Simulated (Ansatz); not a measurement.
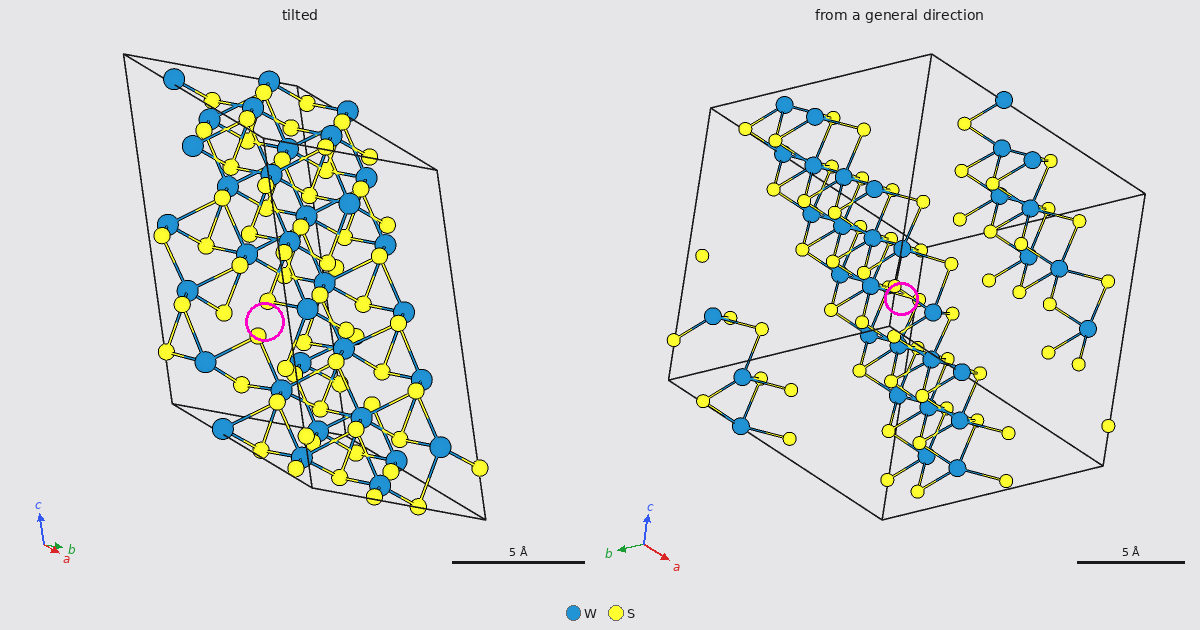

The crystal in a ball-and-stick representation, seen slightly off an axis and from a general direction. One supercell is framed, with atoms on its boundary repeated. The host is WS$_{2}$, in a cell of 72 sites, and the cell carries a charge of -2. A ring marks the defect's site.

> Describe the defect.

A tungsten vacancy. Around the empty site lie six S at about 2.4 to 2.6 Å.

Calculation details: Ansatz, DFT PBE, scalar-relativistic, plane waves, PAW; a plane-wave cutoff of 420 eV, the zone sampled with 1×1×1 points, Gaussian smearing of 0.01 eV, collinear spins.

> Is there a net spin in the supercell?

No net moment.

The atoms were relaxed in the host's cell with Ansatz 0.2.0, DFT PBE, scalar-relativistic, plane waves, PAW.
